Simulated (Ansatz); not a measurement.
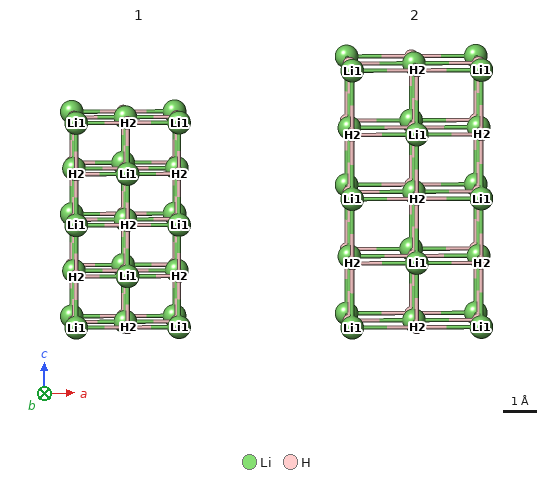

Two geometries of a crystal of LiH (built on the rocksalt type), drawn at one scale. One is the start of a relaxation, the other its converged end. Style: ball-and-stick. Shown: the conventional cell (4 times the calculation's cell), repeated 1 × 1 × 2 with one cell outlined, from a free direction. Lengths and directions refer to the drawn axes.

Computed with DFT, PBEsol, plane waves, PAW (Ansatz). Settings: plane-wave cutoff 420 eV; k-point mesh 12 × 12 × 12; occupations fermi dirac; smearing width 0.03 eV; no spin polarisation; cell and atoms relaxed; force threshold 0.01 eV/Å; at most 120 steps.

> Which one is relaxed?

Structure 2 is the relaxed one. No atom moves by more than 0.005 Å relative to the cell. The volume changes by +98.3 %, with a = b = c 3.168 → 3.979 Å (+25.6 %). Among the contacts that change: Li1–Li1 2.240 → 2.814 Å, Li1–H2 1.584 → 1.990 Å. The space group stays Fm-3m (No. 225). Over 8 accepted moves (10 points after the start) the energy falls by 1.164 eV per cell of the calculation. All forces vanish by symmetry, so only the cell relaxes. Pressure: 79.51 GPa at the start and 0.01 GPa at the end. At 2 points the geometry stayed and the basis and grid were re-selected for the new cell (energy shift of 42.6 meV per cell of the calculation at most each time).
